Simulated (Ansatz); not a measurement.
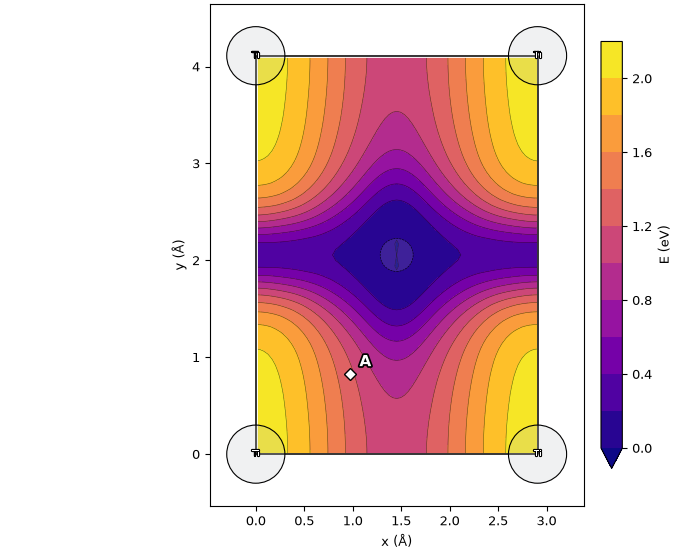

S on a Ti(110) slab cut from the Fm-3m phase, its upper half relaxed before the scan (4 atoms of substrate and one adsorbate in a 1 × 1 cell). S is moved over the surface cell; relaxed at each place: the height of the adsorbate's atoms; substrate rigid; the origin of the map has the adsorbate above Ti4. Places are given modulo a cell vector. The map is drawn in real space over the plane of the surface. The grid has 6 × 10 points; 24 points were computed and 36 follow by symmetry. All energies are given in eV relative to the lowest grid point. With one adsorbate in each 1 × 1 cell, its nearest image is 2.9 Å away, so neighbouring adsorbates interact. The calculation used DFT PBE, scalar-relativistic, plane waves, PAW in Ansatz. Settings: cutoff 420 eV, k-mesh 9×7×1, gaussian smearing 0.1 eV, no spin polarisation.

In the figure: filled contours, labelled circles for the atoms of the top layer and small ones for the second layer, the outline of one cell of the plane, the point A. Between grid points the surface is interpolated.

Question: Which way does the force act at A, and how strong is it?

Answer: A, at (2/6, 2/10) of the cell vectors, is not a stationary point. The computed force is 1.1 eV/Å in the plane, pointing right in the picture (components 1.1 and 0.3 eV/Å).

PAW datasets: the set soft_1.
